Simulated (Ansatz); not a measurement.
## Two runs on GaN

System: GaN (4 atoms in the cell).
Method of the first run: DFT r2SCAN, scalar-relativistic, plane waves, PAW, no spin polarisation (Ansatz 0.2.0).

The structure derives from an entry of the Crystallography Open Database. Text and figures count atoms from 1; the logs count them from 0 in places.

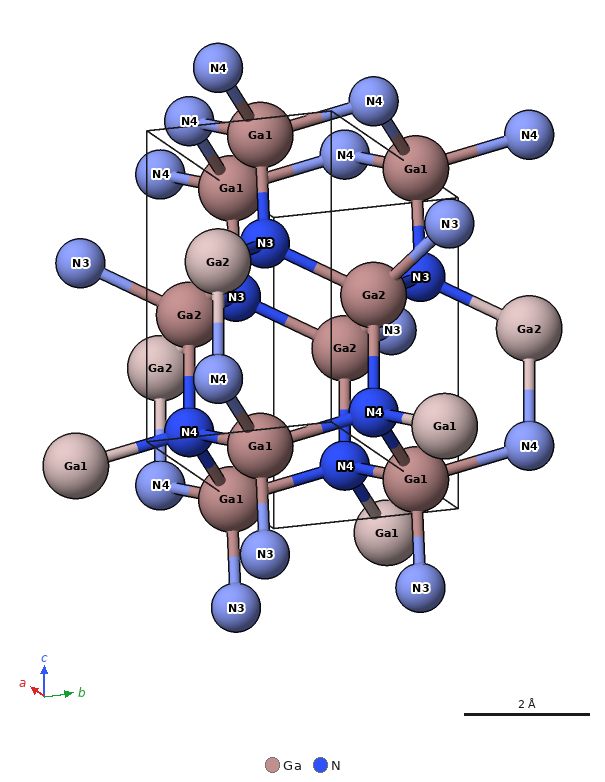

Fig. 1: The input geometry (ball-and-stick view of the cell 2 times as large as that of the calculation, set on its symmetry axes, seen at an oblique angle; neighbours outside the cell are drawn fainter; atoms are numbered from 1 in the order of the input). An atom can appear more than once, as a periodic image. Near neighbours in the periodic cell (some may lie outside the picture): Ga has 4 N at 1.76 to 2.20 Å; N has 4 Ga at 1.76 to 2.20 Å.

**Input, the first run**
```yaml
crystal:
  lattice:
    - [3.1830984299, 0.0, 0.0]
    - [-1.591549215, 2.756644103, 0.0]
    - [0.0, 0.0, 5.1835962425]
  atoms:
    - { symbol: Ga, position: [0.3333333333, 0.6666666667, 0.9991101046] }
    - { symbol: Ga, position: [0.6666666667, 0.3333333333, 0.4991101046] }
    - { symbol: "N", position: [0.2970573411, 0.5941146823, 0.3373066434] }
    - { symbol: "N", position: [0.6666666667, 0.3333333333, 0.8758898954] }
basis:
  ecutwfc: 500
kpoints:
  mp_grid: { grid: [12, 12, 6] }
hamiltonian:
  xc: r2scan
scf:
  occupations: { method: gaussian, width: 0.05 }
output:
  forces: true
  stress: true
  eigenvalues: true
```

Launched with:
```bash
ansatz run input.yaml --threads 2 --pin off --max-ram 5120MiB --backend cpu --events-out ev --progress --plain --runs-dir out
```

Hardware: 2 threads of Oxide Virtual Turin-like (Zen 5), 32 GiB of memory available, shared host.

**Output, shortened to warnings, some set-up lines, iterations and results (the first run)**
```
Basis set: ecut = 500 eV, 1129 PW (Γ), exchange–correlation on 96×96×160 points (64 copies of the dense FFT grid, shifted against one another)
Symmetry: 2 space group operations
k-points: 242 of 864 (time reversal used)
Initial density: superposition of atomic densities (neutral atoms: chi_scale 0, normalization atom), corrected by the library's trained network
[...]
SCF iter   1: F=—  HF=-8352.131246 eV  |F-HF|=—  |Δ(HF+E_count)|=         —  Δρ=1.25e-2  dr2=2.73e-2  dr2_τ=2.00e-1  ethr=1.77e-3  ⟨swp⟩=5.0  Hψ=21900  notcnv=0
SCF iter   2: F=—  HF=-8352.195176 eV  |F-HF|=—  |Δ(HF+E_count)|=   6.39e-2  Δρ=5.83e-3  dr2=9.53e-3  dr2_τ=3.02e-4  ethr=7.58e-5  ⟨swp⟩=2.0  Hψ=12584  notcnv=0
SCF iter   3: F=—  HF=-8352.194601 eV  |F-HF|=—  |Δ(HF+E_count)|=   5.75e-4  Δρ=3.66e-3  dr2=2.62e-3  dr2_τ=9.15e-5  ethr=2.65e-5  ⟨swp⟩=2.2  Hψ=9300  notcnv=0
SCF iter   4: F=—  HF=-8352.194601 eV  |F-HF|=—  |Δ(HF+E_count)|=   4.39e-7  Δρ=3.10e-4  dr2=2.56e-5  dr2_τ=9.46e-6  ethr=7.27e-6  ⟨swp⟩=2.0  Hψ=9550  notcnv=0
SCF iter   5: F=—  HF=-8352.194624 eV  |F-HF|=—  |Δ(HF+E_count)|=   2.34e-5  Δρ=1.40e-4  dr2=4.83e-6  dr2_τ=4.78e-7  ethr=7.11e-8  ⟨swp⟩=2.3  Hψ=9840  notcnv=0
SCF iter   6: F=—  HF=-8352.194629 eV  |F-HF|=—  |Δ(HF+E_count)|=   4.94e-6  Δρ=3.89e-5  dr2=7.27e-7  dr2_τ=3.88e-8  ethr=1.34e-8  ⟨swp⟩=2.7  Hψ=9678  notcnv=0
SCF iter   7: F=-8352.194629 eV  HF=-8352.194629 eV  |F-HF|=6.45e-8  |Δ(HF+E_count)|=   9.17e-8  Δρ=1.05e-5  dr2=3.21e-8  dr2_τ=1.64e-9  ethr=2.78e-10  ⟨swp⟩=3.0  Hψ=24230  …
SCF 1 converged in 7 iterations: F = -8352.194629 eV  dr2 = 3.21e-8
SCF converged after 7 iterations
Free energy (F): -8352.194629 eV
Harris-Foulkes:  -8352.194629 eV  (|F-HF|=6.45e-8)
Internal energy: -8352.194629 eV  (E = F + TS)
E sigma→0 (E₀):  -8352.194629 eV
Fermi energy:    10.716420 eV
--- Per-component energies (eV) ---
  E_band       = -30.745201
  E_kinetic    = 495.121942
  E_local      = -3915.896784  (includes V_loc(G=0)·N_el)
  E_nonlocal   = 952.828233
  E_hartree    = 1806.344454
  E_xc         = -243.842642
  E_vxc        = -287.685616  (∫ρ·V_xc dr)
  E_paw        = -4274.039391  (= ΣΔE_a)
  E_vpaw       = -903.527390  (= ΣTr[D̂ρ^β])
  E_aug_tail   = -0.000044  (compensation charges beyond the density's cutoff)
  E_vtau       = 15.725168  (kinetic-family band-sum trace: ∫τ·v_τ [+ j·A + Jᵃ·Aᵃ] dr)
  E_ewald      = -3171.345128
  E_core_change = -1.365269  (= ΣΔE_core)
  E_smearing   = -0.000000  (= −TS)
  E_closure    = -0.000000  (closes the sum)
  Σ components = -8352.194629   (vs F -8352.194629, Δ=0.00e0)
--- Forces (eV/Å), atoms counted from 1 ---
  atom   1  Ga    -0.00000000     0.12943930    -2.62323226
  atom   2  Ga     0.00000000    -0.89685331    -0.79369601
  atom   3  N     -0.00000000     0.89871191     4.71163154
  atom   4  N      0.00000000    -0.13130237    -1.29468705
  max |Σ_I F_I| component: 1.62e-5 eV/Å
--- Stress (GPa, compression-positive) ---
        1.774274       0.000000       0.000000
        0.000000      -3.654322      -3.173765
        0.000000      -3.173765      14.092064
  P = ⅓ Tr σ = 4.0707 GPa (40.707 kbar)
```

For the second run the input was changed thus:
```diff
-    - { symbol: "N", position: [0.2970573411, 0.5941146823, 0.3373066434] }
+    - { symbol: "N", position: [0.3696093255, 0.7392186511, 0.3565982694] }
```

Predict how the results change.

With the same functional and potentials, the second run lies 51.0 meV per atom lower. The gap on the mesh goes from 2.02 to 2.16 eV. The pressure goes from 4.07 to 2.88 GPa. The largest force goes from 4.797 to 3.362 eV/Å. The number of SCF iterations is the same. On the same kind of shared host the second run took about 0.64 times as long.

**Output, shortened to warnings, some set-up lines, iterations and results (the second run)**
```
Basis set: ecut = 500 eV, 1129 PW (Γ), exchange–correlation on 96×96×160 points (64 copies of the dense FFT grid, shifted against one another)
Symmetry: 2 space group operations
k-points: 242 of 864 (time reversal used)
Initial density: superposition of atomic densities (neutral atoms: chi_scale 0, normalization atom), corrected by the library's trained network
[...]
SCF iter   1: F=—  HF=-8352.335889 eV  |F-HF|=—  |Δ(HF+E_count)|=         —  Δρ=1.25e-2  dr2=2.72e-2  dr2_τ=1.98e-1  ethr=1.77e-3  ⟨swp⟩=5.1  Hψ=21687  notcnv=0
SCF iter   2: F=—  HF=-8352.399183 eV  |F-HF|=—  |Δ(HF+E_count)|=   6.33e-2  Δρ=5.85e-3  dr2=9.55e-3  dr2_τ=3.10e-4  ethr=7.57e-5  ⟨swp⟩=2.0  Hψ=12584  notcnv=0
SCF iter   3: F=—  HF=-8352.398607 eV  |F-HF|=—  |Δ(HF+E_count)|=   5.76e-4  Δρ=3.68e-3  dr2=2.64e-3  dr2_τ=9.02e-5  ethr=2.65e-5  ⟨swp⟩=2.2  Hψ=9318  notcnv=0
SCF iter   4: F=—  HF=-8352.398609 eV  |F-HF|=—  |Δ(HF+E_count)|=   1.56e-6  Δρ=3.08e-4  dr2=2.37e-5  dr2_τ=8.85e-6  ethr=7.34e-6  ⟨swp⟩=2.0  Hψ=9645  notcnv=0
SCF iter   5: F=—  HF=-8352.398633 eV  |F-HF|=—  |Δ(HF+E_count)|=   2.43e-5  Δρ=1.34e-4  dr2=4.38e-6  dr2_τ=4.50e-7  ethr=6.58e-8  ⟨swp⟩=2.2  Hψ=9467  notcnv=0
SCF iter   6: F=—  HF=-8352.398638 eV  |F-HF|=—  |Δ(HF+E_count)|=   4.68e-6  Δρ=3.57e-5  dr2=6.24e-7  dr2_τ=3.89e-8  ethr=1.22e-8  ⟨swp⟩=2.7  Hψ=9675  notcnv=0
SCF iter   7: F=-8352.398638 eV  HF=-8352.398638 eV  |F-HF|=7.64e-8  |Δ(HF+E_count)|=   1.85e-8  Δρ=1.38e-5  dr2=8.56e-8  dr2_τ=1.18e-8  ethr=2.78e-10  ⟨swp⟩=6.0  Hψ=25184  …
SCF 1 converged in 7 iterations: F = -8352.398638 eV  dr2 = 8.56e-8
SCF converged after 7 iterations
Free energy (F): -8352.398638 eV
Harris-Foulkes:  -8352.398638 eV  (|F-HF|=7.64e-8)
Internal energy: -8352.398638 eV  (E = F + TS)
E sigma→0 (E₀):  -8352.398638 eV
Fermi energy:    10.705238 eV
--- Per-component energies (eV) ---
  E_band       = -30.559655
  E_kinetic    = 494.942175
  E_local      = -3911.658555  (includes V_loc(G=0)·N_el)
  E_nonlocal   = 952.870322
  E_hartree    = 1804.554354
  E_xc         = -243.770468
  E_vxc        = -287.575615  (∫ρ·V_xc dr)
  E_paw        = -4274.271502  (= ΣΔE_a)
  E_vpaw       = -903.958364  (= ΣTr[D̂ρ^β])
  E_aug_tail   = -0.000039  (compensation charges beyond the density's cutoff)
  E_vtau       = 15.709735  (kinetic-family band-sum trace: ∫τ·v_τ [+ j·A + Jᵃ·Aᵃ] dr)
  E_ewald      = -3173.699656
  E_core_change = -1.365269  (= ΣΔE_core)
  E_smearing   = -0.000000  (= −TS)
  E_closure    = 0.000000  (closes the sum)
  Σ components = -8352.398638   (vs F -8352.398638, Δ=0.00e0)
--- Forces (eV/Å), atoms counted from 1 ---
  atom   1  Ga    -0.00000000     0.12172124    -0.83557538
  atom   2  Ga    -0.00000000     2.76249771     0.09901107
  atom   3  N      0.00000000    -3.06475460     1.38302070
  atom   4  N     -0.00000000     0.18058538    -0.64644889
  max |Σ_I F_I| component: 4.97e-5 eV/Å
--- Stress (GPa, compression-positive) ---
       -5.066762      -0.000000      -0.000000
       -0.000000       7.883892       6.006720
       -0.000000       6.006727       5.813196
  P = ⅓ Tr σ = 2.8768 GPa (28.768 kbar)
```

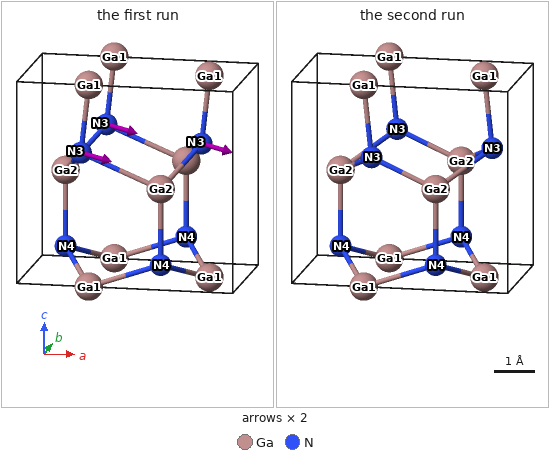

Fig. 2: The two input geometries at one scale (ball-and-stick view of the cell 2 times as large as that of the calculation, set on its symmetry axes, seen slightly off an axis). The pink arrows on the first give the shifts of the atoms relative to the cell, magnified 2 times. The largest move is that of N3, 0.41 Å. Ga stays in place. The lattice vectors keep their values. Among the contacts that change: Ga2–N3 2.204 → 1.797 Å, Ga1–N3 1.764 → 1.864 Å.

**The two runs side by side**

| quantity | the first run | the second run |
| --- | --- | --- |
| outcome | converged | converged |
| free energy per atom (eV) | −2088.0487 | −2088.0997 |
| gap on the mesh (eV) | 2.02 | 2.16 |
| pressure (GPa) | 4.07 | 2.88 |
| largest force (eV/Å) | 4.797 | 3.362 |
| SCF iterations | 7 | 7 |
| irreducible k-points | 242 | 242 |
| plane waves at Γ | 1129 | 1129 |
| wall time (shared host) | 24 s | 15 s |
